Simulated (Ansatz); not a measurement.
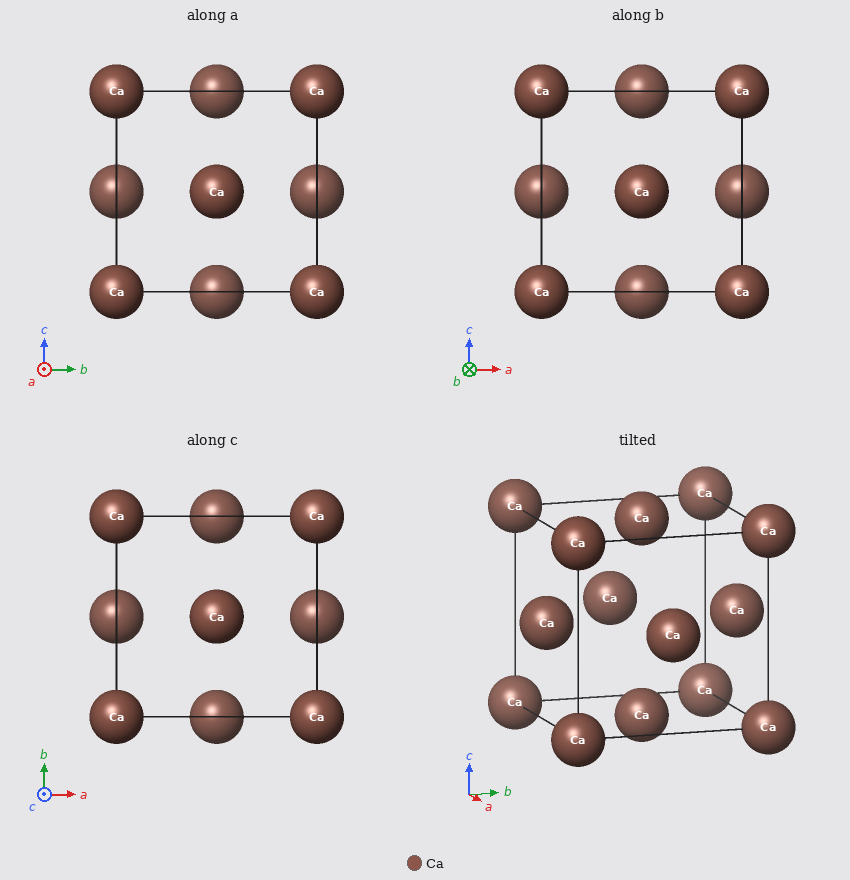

We look at a spheres-only model of the crystal along the a axis, along the b axis, along the c axis and slightly off an axis. The wireframe shows the conventional unit cell.

Lattice parameters: a = 5.526 Å, b = 5.526 Å, c = 5.526 Å, α = 90.00°, β = 90.00°, γ = 90.00°. Put a along x and b in the xy plane.

### Write down what is shown as a POSCAR file.

```
Ca
1.0
     5.526    0.000    0.000
     0.000    5.526    0.000
     0.000    0.000    5.526
Ca
4
Direct
  0.5000 0.5000 0.0000
  0.5000 0.0000 0.5000
  0.0000 0.5000 0.5000
  0.0000 0.0000 0.0000
```

Its origin is a structure type filled with this element by a generator (whether the element takes this form wasn't checked). This is the structure after a relaxation with DFT PBE, scalar-relativistic, plane waves, PAW in Ansatz 0.2.0.
